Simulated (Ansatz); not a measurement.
## Two runs on SiO₂

System: SiO₂ (12 atoms in the cell).
Method of the first run: DFT LDA, scalar-relativistic, plane waves, PAW, no spin polarisation (Ansatz 0.2.0).

The structure derives from a Materials Project entry. Text and figures count atoms from 1; the logs count them from 0 in places.

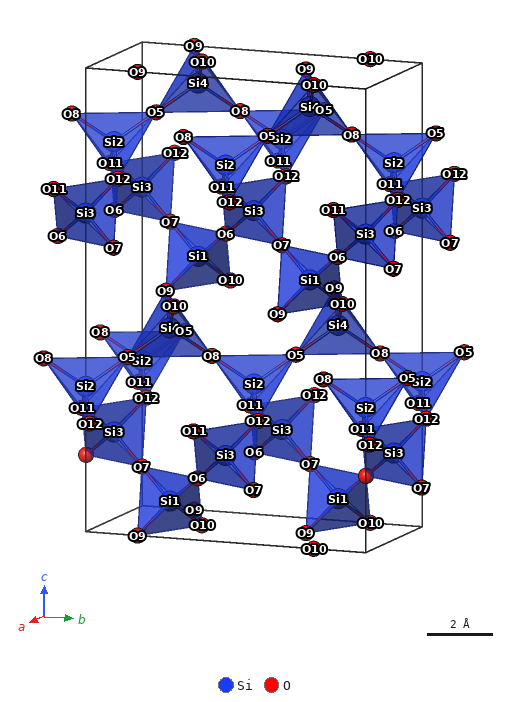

**Figure 1.** The structure (polyhedral view of the cell 4 times as large as that of the calculation, set on its symmetry axes, seen slightly off an axis; polyhedra are completed across the faces of the cell; atoms are numbered from 1 in the order of the input).

Input, the first run:
```yaml
crystal:
  lattice:
    - [0.0, 4.6987277972, 7.3418642003]
    - [2.3472040734, 0.0, 7.3418642003]
    - [2.3472040734, 4.6987277972, 0.0]
  atoms:
    - { symbol: Si, position: [0.5630813672, 0.5630813672, 0.9369186328] }
    - { symbol: Si, position: [0.3130813672, 0.3130813672, 0.6869186328] }
    - { symbol: Si, position: [0.6869186328, 0.6869186328, 0.3130813672] }
    - { symbol: Si, position: [0.9369186328, 0.9369186328, 0.5630813672] }
    - { symbol: O, position: [0.625, 0.125, 0.625] }
    - { symbol: O, position: [0.625, 0.625, 0.125] }
    - { symbol: O, position: [0.625, 0.625, 0.625] }
    - { symbol: O, position: [0.125, 0.625, 0.625] }
    - { symbol: O, position: [0.1856430086, 0.8143569914, 0.1856430086] }
    - { symbol: O, position: [0.8143569914, 0.1856430086, 0.8143569914] }
    - { symbol: O, position: [0.4356430086, 0.0643569914, 0.4356430086] }
    - { symbol: O, position: [0.0643569914, 0.4356430086, 0.0643569914] }
basis:
  ecutwfc: 420
kpoints:
  mp_grid: { grid: [6, 6, 6] }
  band_path: { path: [VBM, CBM], npoints: 2 }
hamiltonian:
  xc: lda
scf:
  occupations: { method: gaussian, width: 0.02 }
output:
  forces: true
  stress: true
  eigenvalues: true
checkpoint:
  read: start.run
  write: ck
  compress: false
  write_wavefunctions: false
  write_every: 100000
```

Launched with:
```bash
ansatz run input.yaml --threads 2 --pin off --max-ram 5120MiB --backend cpu --events-out ev --progress --plain --runs-dir out
```

Hardware: 2 threads of Oxide Virtual Turin-like (Zen 5), 32 GiB of memory available, shared host.

Output, shortened to warnings, some set-up lines, iterations and results (the first run):
```
Basis set: ecut = 420 eV, 3161 PW (Γ)
Symmetry: 8 space group operations
k-points: 46 of 216
Initial density: read from a saved state, or passed on in memory by an earlier SCF of this step, an earlier step, the calling program or the single point that the run made first
[...]
SCF iter   1: F=—  HF=-6890.673480 eV  |F-HF|=—  |Δ(HF+E_count)|=         —  Δρ=4.99e-6  dr2=2.30e-8  ethr=3.13e-7  ⟨swp⟩=4.2  Hψ=16076  notcnv=0
SCF iter   2: F=—  HF=-6890.673488 eV  |F-HF|=—  |Δ(HF+E_count)|=   7.46e-6  Δρ=3.23e-6  dr2=1.23e-8  ethr=3.59e-11  ⟨swp⟩=9.0  Hψ=10144  notcnv=0
SCF iter   3: F=-6890.673488 eV  HF=-6890.673488 eV  |F-HF|=2.07e-9  |Δ(HF+E_count)|=   6.86e-9  Δρ=1.42e-6  dr2=2.87e-9  ethr=1.92e-11  ⟨swp⟩=2.0  Hψ=6023  notcnv=0
SCF 1 converged in 3 iterations: F = -6890.673488 eV  dr2 = 2.87e-9
NSCF: frozen V_eff on 46 k-points
NSCF: frozen V_eff on 46 k-points
NSCF: frozen V_eff on 46 k-points
NSCF: frozen V_eff on 4 k-points
NSCF: frozen V_eff on 12 k-points
NSCF: frozen V_eff on 6 k-points
NSCF: frozen V_eff on 4 k-points
NSCF: frozen V_eff on 4 k-points
NSCF: frozen V_eff on 3 k-points
SCF converged after 3 iterations
Free energy (F): -6890.673488 eV
Harris-Foulkes:  -6890.673488 eV  (|F-HF|=2.07e-9)
Internal energy: -6890.673488 eV  (E = F + TS)
E sigma→0 (E₀):  -6890.673488 eV
Fermi energy:    4.357745 eV
--- Per-component energies (eV) ---
  E_band       = -338.763262
  E_kinetic    = 1603.812819
  E_local      = -4249.281990  (includes V_loc(G=0)·N_el)
  E_nonlocal   = 502.565660
  E_hartree    = 1531.317845
  E_xc         = -803.053013
  E_vxc        = -939.756586  (∫ρ·V_xc dr)
  E_paw        = -3132.865625  (= ΣΔE_a)
  E_vpaw       = -318.762084  (= ΣTr[D̂ρ^β])
  E_aug_tail   = 0.021342  (compensation charges beyond the density's cutoff)
  E_ewald      = -2344.303220
  E_core_change = 1.112695  (= ΣΔE_core)
  E_smearing   = -0.000000  (= −TS)
  E_closure    = -0.000000  (closes the sum)
  Σ components = -6890.673488   (vs F -6890.673488, Δ=0.00e0)
--- Forces (eV/Å), atoms counted from 1 ---
  atom   1  Si     0.00000000    -0.00000000    -0.00030302
  atom   2  Si     0.00000000     0.00000000    -0.00030302
  atom   3  Si     0.00000000    -0.00000000     0.00030302
  atom   4  Si     0.00000000     0.00000000     0.00030302
  atom   5  O      0.00000000     0.00000000     0.00000000
  atom   6  O      0.00000000     0.00000000     0.00000000
  atom   7  O      0.00000000     0.00000000    -0.00000000
  atom   8  O      0.00000000     0.00000000    -0.00000000
  atom   9  O      0.00000000     0.00008647     0.00000000
  atom  10  O      0.00000000    -0.00008647     0.00000000
  atom  11  O      0.00000000     0.00008647     0.00000000
  atom  12  O      0.00000000    -0.00008647     0.00000000
  max |Σ_I F_I| component: 1.36e-19 eV/Å
--- Stress (GPa, compression-positive) ---
       -0.011697       0.000000       0.000000
        0.000000      -0.005916       0.000000
        0.000000       0.000000      -0.000635
  P = ⅓ Tr σ = -0.0061 GPa (-0.061 kbar)
```

For the second run the input was changed thus:
```diff
-    - [2.3472040734, 4.6987277972, 0.0]
+    - [2.3472040734, 4.7640230693, 0.1020252804]
-    - { symbol: Si, position: [0.5630813672, 0.5630813672, 0.9369186328] }
-    - { symbol: Si, position: [0.3130813672, 0.3130813672, 0.6869186328] }
-    - { symbol: Si, position: [0.6869186328, 0.6869186328, 0.3130813672] }
-    - { symbol: Si, position: [0.9369186328, 0.9369186328, 0.5630813672] }
+    - { symbol: Si, position: [0.5647528606, 0.5628529984, 0.9375788494] }
+    - { symbol: Si, position: [0.3160747243, 0.3095793002, 0.6816951869] }
+    - { symbol: Si, position: [0.6852471394, 0.6871470016, 0.3124211506] }
+    - { symbol: Si, position: [0.9339252757, 0.9404206998, 0.5683048131] }
-    - { symbol: O, position: [0.1856430086, 0.8143569914, 0.1856430086] }
-    - { symbol: O, position: [0.8143569914, 0.1856430086, 0.8143569914] }
-    - { symbol: O, position: [0.4356430086, 0.0643569914, 0.4356430086] }
-    - { symbol: O, position: [0.0643569914, 0.4356430086, 0.0643569914] }
+    - { symbol: O, position: [0.1816794177, 0.8214697065, 0.1904166143] }
+    - { symbol: O, position: [0.8108257917, 0.1877485474, 0.8179739101] }
+    - { symbol: O, position: [0.4391742083, 0.0622514526, 0.4320260899] }
+    - { symbol: O, position: [0.0683205823, 0.4285302935, 0.0595833857] }
```

Predict how the results change.

With the same functional and potentials, the second run lies 2.7 meV per atom higher. The irreducible k-points go from 46 to 112. The plane waves at Γ go from 3161 to 3151. On the same kind of shared host the second run took about 2 times as long.

Output, shortened to warnings, some set-up lines, iterations and results (the second run):
```
Basis set: ecut = 420 eV, 3151 PW (Γ)
Symmetry: 2 space group operations
k-points: 112 of 216
Initial density: read from a saved state, or passed on in memory by an earlier SCF of this step, an earlier step, the calling program or the single point that the run made first
[...]
SCF iter   1: F=—  HF=-6890.641028 eV  |F-HF|=—  |Δ(HF+E_count)|=         —  Δρ=4.59e-6  dr2=6.14e-8  ethr=3.23e-7  ⟨swp⟩=4.4  Hψ=39039  notcnv=0
SCF iter   2: F=—  HF=-6890.641038 eV  |F-HF|=—  |Δ(HF+E_count)|=   9.62e-6  Δρ=3.19e-6  dr2=3.07e-8  ethr=9.59e-11  ⟨swp⟩=9.0  Hψ=24916  notcnv=0
SCF iter   3: F=-6890.641038 eV  HF=-6890.641038 eV  |F-HF|=5.43e-9  |Δ(HF+E_count)|=   7.89e-9  Δρ=2.95e-6  dr2=1.26e-8  ethr=4.80e-11  ⟨swp⟩=2.0  Hψ=16545  notcnv=0
SCF 1 converged in 3 iterations: F = -6890.641038 eV  dr2 = 1.26e-8
NSCF: frozen V_eff on 112 k-points
NSCF: frozen V_eff on 112 k-points
NSCF: frozen V_eff on 112 k-points
NSCF: frozen V_eff on 85 k-points
NSCF: frozen V_eff on 9 k-points
NSCF: frozen V_eff on 9 k-points
NSCF: frozen V_eff on 7 k-points
NSCF: frozen V_eff on 7 k-points
NSCF: frozen V_eff on 3 k-points
SCF converged after 3 iterations
Free energy (F): -6890.641038 eV
Harris-Foulkes:  -6890.641038 eV  (|F-HF|=5.43e-9)
Internal energy: -6890.641038 eV  (E = F + TS)
E sigma→0 (E₀):  -6890.641038 eV
Fermi energy:    4.349603 eV
--- Per-component energies (eV) ---
  E_band       = -338.707432
  E_kinetic    = 1603.811418
  E_local      = -4252.290038  (includes V_loc(G=0)·N_el)
  E_nonlocal   = 502.564014
  E_hartree    = 1532.849068
  E_xc         = -803.069136
  E_vxc        = -939.777555  (∫ρ·V_xc dr)
  E_paw        = -3132.845087  (= ΣΔE_a)
  E_vpaw       = -318.739849  (= ΣTr[D̂ρ^β])
  E_aug_tail   = 0.021344  (compensation charges beyond the density's cutoff)
  E_ewald      = -2342.795316
  E_core_change = 1.112695  (= ΣΔE_core)
  E_smearing   = -0.000000  (= −TS)
  E_closure    = 0.000000  (closes the sum)
  Σ components = -6890.641038   (vs F -6890.641038, Δ=0.00e0)
--- Forces (eV/Å), atoms counted from 1 ---
  atom   1  Si    -0.00429668     0.00094847     0.00235268
  atom   2  Si     0.00240291    -0.00244761    -0.00082585
  atom   3  Si     0.00429668    -0.00094847    -0.00235268
  atom   4  Si    -0.00240291     0.00244761     0.00082585
  atom   5  O      0.00000000     0.00000000     0.00000000
  atom   6  O      0.00000000     0.00000000     0.00000000
  atom   7  O      0.00000000     0.00000000     0.00000000
  atom   8  O      0.00000000     0.00000000     0.00000000
  atom   9  O      0.00645994    -0.00126556    -0.00169345
  atom  10  O      0.00080397    -0.00450817    -0.00212985
  atom  11  O     -0.00080397     0.00450817     0.00212985
  atom  12  O     -0.00645994     0.00126556     0.00169345
  max |Σ_I F_I| component: 4.34e-19 eV/Å
--- Stress (GPa, compression-positive) ---
        0.233721      -0.700743      -2.174794
       -0.700743      -0.603072      -0.047560
       -2.174794      -0.047560       0.419432
  P = ⅓ Tr σ = 0.0167 GPa (0.167 kbar)
```

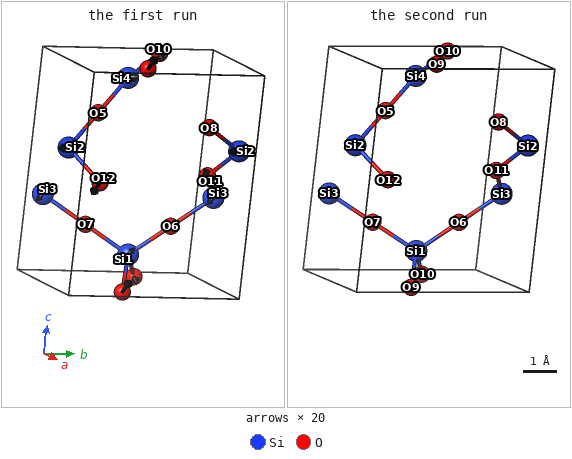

**Figure 2.** The two input geometries at one scale (ball-and-stick view of the reduced cell, seen slightly off an axis). The black arrows on the first give the shifts of the atoms relative to the cell, with their mean removed, magnified 20 times. The largest moves relative to the cell, 0.037 Å, are those of O9 and O12. Largest moves by element: O 0.037 Å, Si 0.024 Å. (The mean shift of all atoms is removed.) The drawn cell changes at constant volume: a 4.694 → 4.696 Å (0.0 %), b 5.252 → 5.312 Å (+1.1 %), c stays at 7.708 Å, α 82.2° → 81.2°, β 72.3° → 71.0°, γ 63.5° → 63.0°. Among the contacts that change: Si1–O6 1.597 → 1.603 Å, Si1–O9 1.613 → 1.608 Å.

The two runs side by side:

```csv
quantity,the first run,the second run
outcome,converged,converged
free energy per atom (eV),−574.2228,−574.2201
gap on the mesh (eV),5.60,5.58
pressure (GPa),−0.01,0.02
largest force (eV/Å),0.000,0.007
irreducible k-points,46,112
plane waves at Γ,3161,3151
wall time (shared host),15 s,31 s
```
